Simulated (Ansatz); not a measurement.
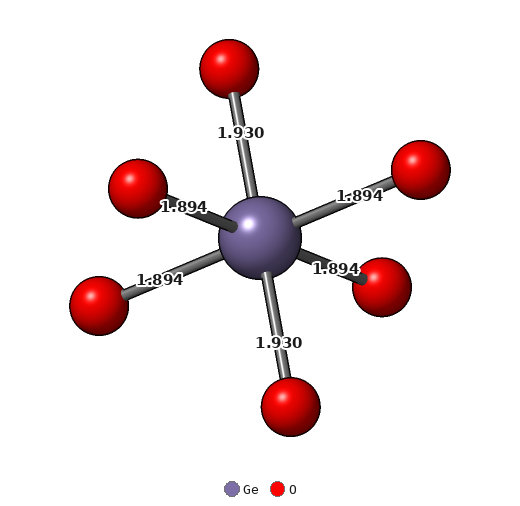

The surroundings of site Ge1 (at 0.000, 0.000, 0.000) in GeO$_{2}$ (P4_2/mnm), with bond lengths in Å.

The cell is taken from the geometry relaxed with DFT PBE+D3(BJ), scalar-relativistic, plane waves, PAW in Ansatz 0.2.0.

```
CELL_PARAMETERS angstrom
4.45354 0.00000 0.00000
0.00000 4.45354 0.00000
0.00000 0.00000 2.89866
ATOMIC_POSITIONS crystal
Ge 0.00000 0.00000 0.00000
Ge 0.50000 0.50000 0.50000
O 0.30642 0.30642 0.00000
O 0.19358 0.80642 0.50000
O 0.69358 0.69358 0.00000
O 0.80642 0.19358 0.50000
```

Bond valence s = exp((R0 − d)/b), R0 fitted to published crystal structures with b = 0.37 Å; R0 in Å: Ge4+–O 1.738.

### Calculate the bond-valence sum of Ge1 from the bonds drawn.

4 × 0.656 + 2 × 0.595 = 3.81 v.u., against a formal valence of 4: underbonded (bonds long for this ion) by 0.19.

### And over the whole structure?

```json
{"site": "Ge1", "x, y, z": "0.000, 0.000, 0.000", "formal valence": "+4", "bond-valence sum": "3.93", "difference": "-0.07"}
{"site": "O1", "x, y, z": "0.306, 0.306, 0.000", "formal valence": "−2", "bond-valence sum": "1.96", "difference": "-0.04"}
```

These sums include all anions within 5 Å. The global instability index (root mean square of the differences over all atoms) is 0.05 v.u.: little strain. Cells relaxed with PBE tend to have slightly long bonds, which lowers the sums.
